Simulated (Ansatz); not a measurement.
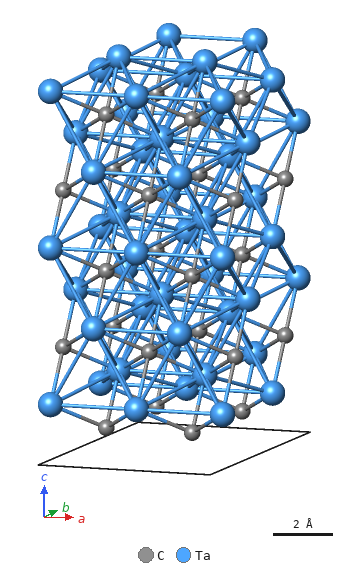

This is the input geometry for a relaxation of a slab of composition Ta₂C (cut from the P-3m1 phase). The picture is a ball-and-stick view of the 2 × 2 repeat of the cell, outlined in the plane, without the vacuum (origin shifted), seen slightly off an axis.

Case: (1 0 0) slab, atoms relaxed. The slab is the (1 0 0) face of Ta2C.

Theory: DFT r2SCAN, scalar-relativistic, plane waves, PAW in Ansatz 0.2.0.

Input file:
```yaml
crystal:
  lattice:
    - [3.1101644567, 0.0, 0.0]
    - [0.0, 4.9422989457, 0.0]
    - [0.0, 0.0, 27.5695800041]
  atoms:
    - { symbol: C, position: [0.5, 0.0, 0.2720389646] }
    - { symbol: Ta, position: [0.0, 0.7464364207, 0.3046048268] }
    - { symbol: Ta, position: [0.5, 0.2535635793, 0.337170689] }
    - { symbol: C, position: [0.0, 0.0, 0.3697365512] }
    - { symbol: Ta, position: [0.5, 0.7464364207, 0.4023024134] }
    - { symbol: Ta, position: [0.0, 0.2535635793, 0.4348682756] }
    - { symbol: C, position: [0.5, 0.0, 0.4674341378] }
    - { symbol: Ta, position: [0.0, 0.7464364207, 0.5] }
    - { symbol: Ta, position: [0.5, 0.2535635793, 0.5325658622] }
    - { symbol: C, position: [0.0, 0.0, 0.5651317244] }
    - { symbol: Ta, position: [0.5, 0.7464364207, 0.5976975866] }
    - { symbol: Ta, position: [0.0, 0.2535635793, 0.6302634488] }
    - { symbol: C, position: [0.5, 0.0, 0.662829311] }
    - { symbol: Ta, position: [0.0, 0.7464364207, 0.6953951732] }
    - { symbol: Ta, position: [0.5, 0.2535635793, 0.7279610354] }
basis:
  ecutwfc: 500
kpoints:
  mp_grid: { grid: [11, 7, 1] }
hamiltonian:
  xc: r2scan
scf:
  occupations: { method: gaussian, width: 0.1 }
output:
  forces: true
  eigenvalues: true
  write_density: true
  write_potential: true
  elf: true
  volumetric_format: npy
relax:
  adjacent_minimum: "off"
  f_tol: 0.02
  max_steps: 60
efield:
  axis: 3
  dipole_correction: true
  ramp_width: 0.04
```

Run as
```bash
ansatz run input.yaml --threads 2 --pin off --max-ram 5120MiB --backend cpu --events-out ev --progress --plain --runs-dir out
```

Question: Predict the outcome.

Answer: After 6 accepted moves (7 points after the start) the energy has fallen by 0.623 eV per cell of the calculation. Largest force component: 3 eV/Å at the start, 0.0055 eV/Å at the end. 1 step only repeated the SCF at the same geometry. C1 moves most: 0.18 Å at 20° to the normal (+c side). Largest moves by element: C 0.18 Å, Ta 0.11 Å. The cell stays as it was. Some distances before and after: C1–Ta2 2.190 → 2.033 Å, Ta2–Ta3 3.083 → 2.983 Å, Ta14–Ta15 3.026 → 2.935 Å, Ta12–Ta15 3.110 → 3.019 Å. Among the angles between lasting bonds that change: Ta2–C1–Ta2 90.5° → 99.8°, Ta2–C1–Ta3 89.5° → 94.4°, Ta11–C13–Ta15 180.0° → 176.4°. The run took 16 min on 2 threads of Intel(R) Xeon(R) Platinum 8259CL CPU @ 2.50GHz (Skylake/Cascade Lake), on a shared host, peak memory 2.3 GiB.

After the run, drawn alike:

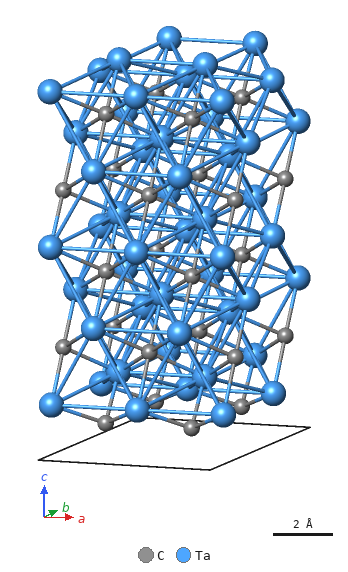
